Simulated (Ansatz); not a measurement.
## Hf: an electron-density study

Space group P6/mmm. This isn't the usual form at ambient conditions. The cell comes from a database of computed structures, not from a measurement.

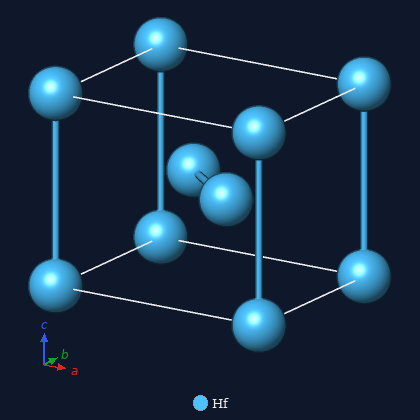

The conventional cell.

```
CELL_PARAMETERS angstrom
4.96233 0.00000 0.00000
-2.48116 4.29750 0.00000
0.00000 0.00000 3.08623
ATOMIC_POSITIONS crystal
Hf 0.66667 0.33333 0.50000
Hf 0.33333 0.66667 0.50000
Hf 0.00000 0.00000 0.00000
```

Level of theory: Ansatz, DFT PBE, scalar-relativistic, plane waves, PAW.

Core electrons are frozen (PAW), so the maps are meaningful between the atoms, not at the nuclei.

## 1. Bonding charge

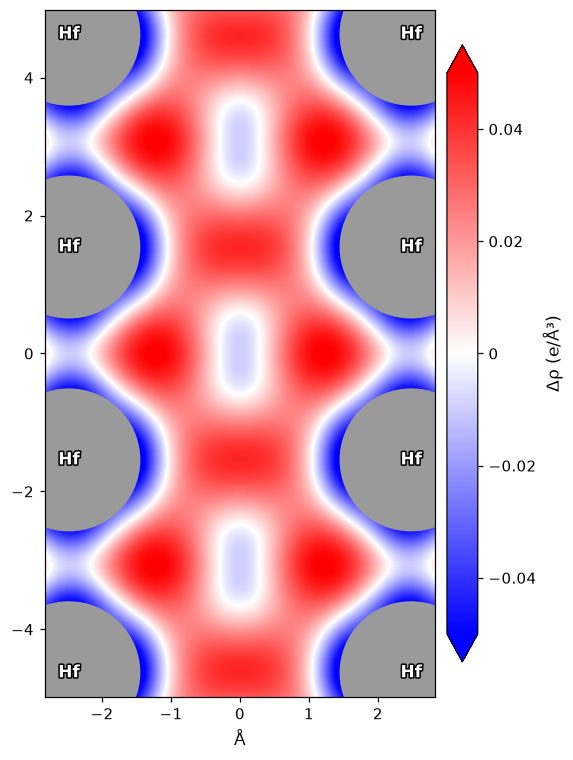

*Density of the crystal less the sum of free-atom densities: a map on the (100) plane of the conventional cell, with grey discs over the atomic cores. Cores are masked to 1.0 Å (Hf).*

What does the deformation density say about the bonding?

Answer. Hf–Hf (2.86 Å): Δρ is −0.010 e/Å³ at the midpoint (this contact isn't in the plane drawn).
Over the whole cell, outside the masked cores, the largest gain, 0.05 e/Å³, lies 1.9 Å from a hafnium nucleus, and the largest loss lies at the edge of the masked core of Hf.
The rearranged charge, half the integral of |Δρ|, is about 0.24 e an atom.

## 2. Moving an atom

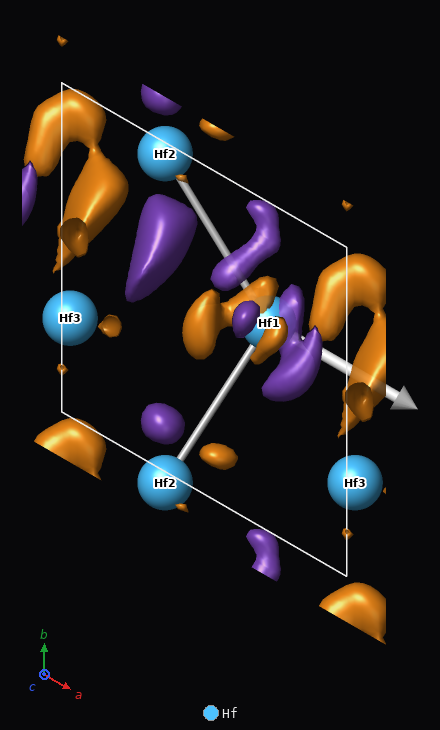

Hf1 was moved by 0.15 Å along [1 0 0] in the axes of the cell drawn (arrow, not to scale). Change of the density less the rigid motion of the neutral atom's own density: orange surfaces at +0.01 and purple ones at −0.01 e/Å³, in the cell of the calculation (origin moved) seen along the c axis.

How do the electrons respond beyond following the atom?

Answer. About 0.16 e is rearranged in the cell. Outside the cores the largest gain, 0.019 e/Å³, lies 1.2 Å from a hafnium nucleus, and the largest loss lies at the edge of the masked core of Hf.

What restoring force does the calculation give for this move?

Answer. The force on it changes by 0.87 eV/Å along the move, against it: a stiffness of about 5.8 eV/Å² for this sublattice shift.

## 3. Change of volume

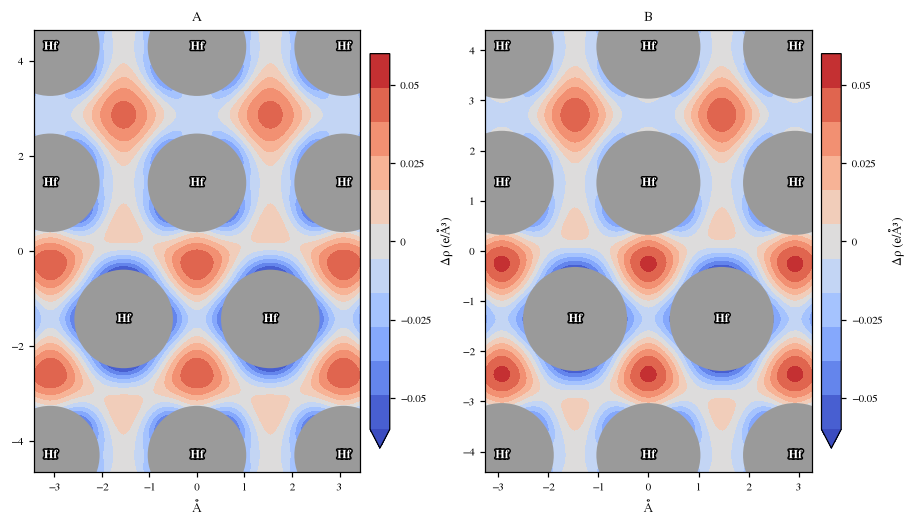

Hf: deformation density on the (110) plane of the conventional cell at two volumes, with the same fractional coordinates and one colour scale. Grey discs cover the cores.

Which panel is the larger cell, by how much, and what changes?

Answer. A is the larger cell: B has 85 % of the volume of A.
- The pressure is 2 GPa in A and 26 GPa in B.
- The rearranged charge is 0.24 e an atom in A and 0.20 e in B.

## 4. Putting it together

The two pressures give a mean stiffness −ΔP/Δln V of about 151 GPa over this range, with the atoms held at their fractional positions.

Run times: 16 s (base cell), 52 s (moved atom) and 16 s (scaled cell), on 1 thread of Intel(R) Xeon(R) 6975P-C (Granite Rapids) (shared host).
